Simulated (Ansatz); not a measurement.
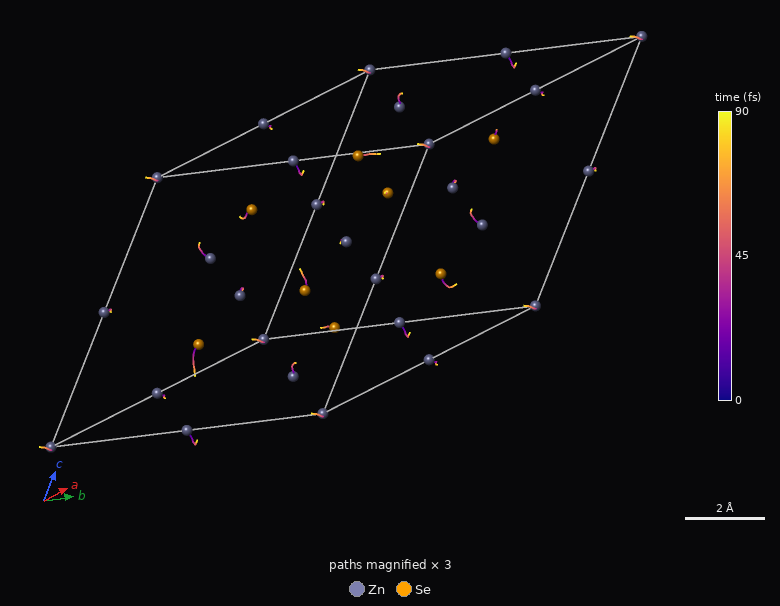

A Born-Oppenheimer molecular dynamics run of a 16-atom cell of ZnSe (built on the rocksalt type), 90 fs long. Lines trace each atom's path, coloured by time; spheres stand at the starting positions. The excursions are magnified 3 times. Seen from a free direction in the reduced simulation cell.

All numbers below come from Ansatz 0.2.0, DFT, PBEsol, plane waves, PAW. Run with plane-wave cutoff 420 eV; k-point mesh 2 × 2 × 2; Fermi-Dirac smearing 0.02 eV; Langevin thermostat (NVT); set temperature 200 K; time step 3 fs.

How do the atoms move?

In the second half of the run the atoms are, in the root-mean-square, this far from where they began (common drift taken out): Se 0.14 Å, Zn 0.12 Å. The run lasts only 90 fs, too short to tell vibration from diffusion. The mean temperature in the second half is 155 K (standard deviation 6 K). The potential energy in the second half lies on average 5.3 meV per atom above the first frame.

The run took 4.1 min on 4 threads of Arm Neoverse N1 (shared host), peak memory 1.4 GiB.
